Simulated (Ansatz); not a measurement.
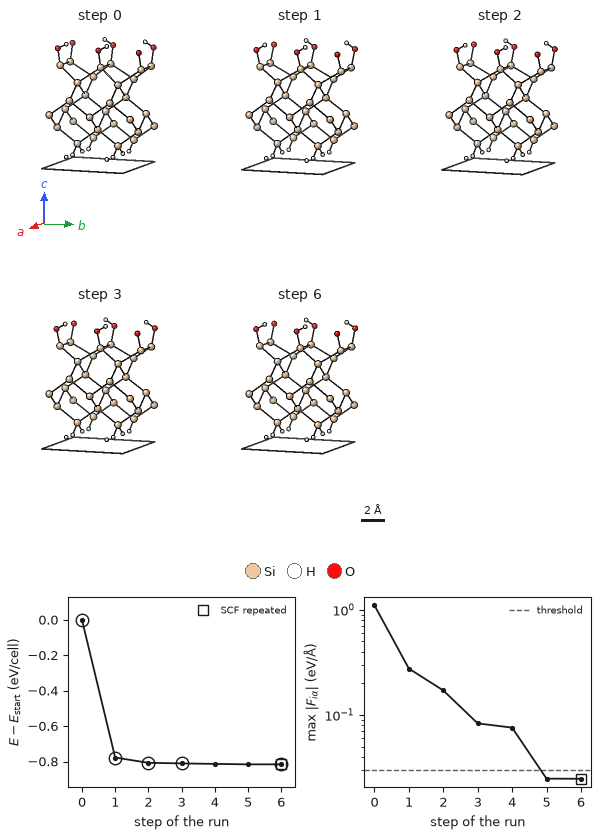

Frames of a constrained relaxation of a slab of composition Si₆H₃O (cut from the Fd-3m phase), marked on the history of the run. A ball-and-stick model of the cell of the calculation, outlined in the plane, without the vacuum (origin shifted), seen slightly off an axis.

Case: clean slab, lower planes held. The slab is the (1 0 0) face of Si. 12 atoms are held fixed.

Computed with DFT PBE+D3(BJ), scalar-relativistic, plane waves, PAW (Ansatz 0.2.0).

The input:
```yaml
crystal:
  lattice:
    - [7.6671877233, 0.0, 0.0]
    - [0.0, 7.6671877233, 0.0]
    - [0.0, 0.0, 25.6279408436]
  atoms:
    - { symbol: Si, position: [0.5, 0.25, 0.3445998429] }
    - { symbol: Si, position: [0.5, 0.75, 0.3445998429] }
    - { symbol: Si, position: [0.0, 0.25, 0.3445998429] }
    - { symbol: Si, position: [0.0, 0.75, 0.3445998429] }
    - { symbol: Si, position: [0.5, 0.5, 0.3974866556] }
    - { symbol: Si, position: [0.5, 0.0, 0.3974866556] }
    - { symbol: Si, position: [0.0, 0.5, 0.3974866556] }
    - { symbol: Si, position: [0.0, 0.0, 0.3974866556] }
    - { symbol: Si, position: [0.75, 0.5, 0.4503734683] }
    - { symbol: Si, position: [0.75, 0.0, 0.4503734683] }
    - { symbol: Si, position: [0.25, 0.5, 0.4503734683] }
    - { symbol: Si, position: [0.25, 0.0, 0.4503734683] }
    - { symbol: Si, position: [0.75, 0.75, 0.503260281] }
    - { symbol: Si, position: [0.75, 0.25, 0.503260281] }
    - { symbol: Si, position: [0.25, 0.75, 0.503260281] }
    - { symbol: Si, position: [0.25, 0.25, 0.503260281] }
    - { symbol: Si, position: [0.0, 0.75, 0.5561470938] }
    - { symbol: Si, position: [0.0, 0.25, 0.5561470938] }
    - { symbol: Si, position: [0.5, 0.75, 0.5561470938] }
    - { symbol: Si, position: [0.5, 0.25, 0.5561470938] }
    - { symbol: Si, position: [0.906511102, 0.0, 0.6090339065] }
    - { symbol: Si, position: [0.906511102, 0.5, 0.6090339065] }
    - { symbol: Si, position: [0.593488898, 0.0, 0.6090339065] }
    - { symbol: Si, position: [0.593488898, 0.5, 0.6090339065] }
    - { symbol: H, position: [0.3466510644, 0.25, 0.3121592971] }
    - { symbol: H, position: [0.3466510644, 0.75, 0.3121592971] }
    - { symbol: H, position: [0.8466510644, 0.25, 0.3121592971] }
    - { symbol: H, position: [0.8466510644, 0.75, 0.3121592971] }
    - { symbol: H, position: [0.6533489356, 0.25, 0.3121592971] }
    - { symbol: H, position: [0.6533489356, 0.75, 0.3121592971] }
    - { symbol: H, position: [0.1533489356, 0.25, 0.3121592971] }
    - { symbol: H, position: [0.1533489356, 0.75, 0.3121592971] }
    - { symbol: O, position: [0.9814538347, 0.0, 0.6710209389] }
    - { symbol: H, position: [0.0017890407, 0.1129733668, 0.6878407029] }
    - { symbol: O, position: [0.9814538347, 0.5, 0.6710209389] }
    - { symbol: H, position: [0.0017890407, 0.6129733668, 0.6878407029] }
    - { symbol: O, position: [0.5185461653, 0.0, 0.6710209389] }
    - { symbol: H, position: [0.4982109593, 0.8870266332, 0.6878407029] }
    - { symbol: O, position: [0.5185461653, 0.5, 0.6710209389] }
    - { symbol: H, position: [0.4982109593, 0.3870266332, 0.6878407029] }
basis:
  ecutwfc: 420
kpoints:
  mp_grid: { grid: [2, 2, 1] }
hamiltonian:
  xc: pbe
  dispersion: d3bj
scf:
  occupations: { method: gaussian, width: 0.05 }
output:
  forces: true
  eigenvalues: true
  write_density: true
  write_potential: true
  elf: true
  volumetric_format: npy
relax:
  adjacent_minimum: "off"
  f_tol: 0.03
  max_steps: 70
  constraints: [{ sites: [0, 1, 2, 3, 4, 5, 6, 7, 8, 9, 10, 11] }]
efield:
  axis: 3
  dipole_correction: true
  ramp_width: 0.04
```

Run as
```bash
ansatz run input.yaml --threads 4 --pin off --max-ram 10240MiB --backend cpu --events-out ev --progress --plain --runs-dir out
```

> Describe the path.

After 5 accepted moves (6 points after the start) the energy has fallen by 0.816 eV per cell of the calculation. Largest force component: 1.1 eV/Å at the start, 0.025 eV/Å at the end. 1 step only repeated the SCF at the same geometry. The largest moves, 0.22 Å, are those of O33, O35, O37 and O39. O35 goes at 41° to the normal (−c side). Largest moves by element: O 0.22 Å, H 0.20 Å, Si 0.15 Å. The cell doesn't change. Near-neighbour distances that change, for instance: Si17–Si21 2.455 → 2.347 Å, Si17–Si22 2.455 → 2.356 Å, Si21–Si23 2.400 → 2.448 Å, Si1–H25 1.440 → 1.477 Å. Bond angles that change, for instance: H27–Si3–H31 109.5° → 101.8°, Si23–Si19–Si24 102.7° → 109.2°, Si19–Si24–O39 114.8° → 109.1°. Cost: 64 s on 4 threads of Intel(R) Xeon(R) Platinum 8488C (Sapphire Rapids), with other jobs on the host, peak memory 3.6 GiB. From step 0 to 1: O atoms move most (0.19 Å), energy −0.777 eV per cell of the calculation. From step 1 to 2: H atoms move most (0.05 Å), energy −29.8 meV per cell of the calculation. From step 2 to 3: H atoms move most (0.04 Å), energy −3.3 meV per cell of the calculation. From step 3 to 6: H atoms move most (0.06 Å), energy −5.3 meV per cell of the calculation.

| step | E − E(0), meV/atom | largest force component, eV/Å | note |
| --- | --- | --- | --- |
| 0 | 0.00 | 1.1010 |  |
| 1 | -19.44 | 0.2763 |  |
| 2 | -20.18 | 0.1713 |  |
| 3 | -20.27 | 0.0833 |  |
| 4 | -20.33 | 0.0759 |  |
| 5 | -20.40 | 0.0249 |  |
| 6 | -20.40 | 0.0248 | same geometry, SCF repeated |
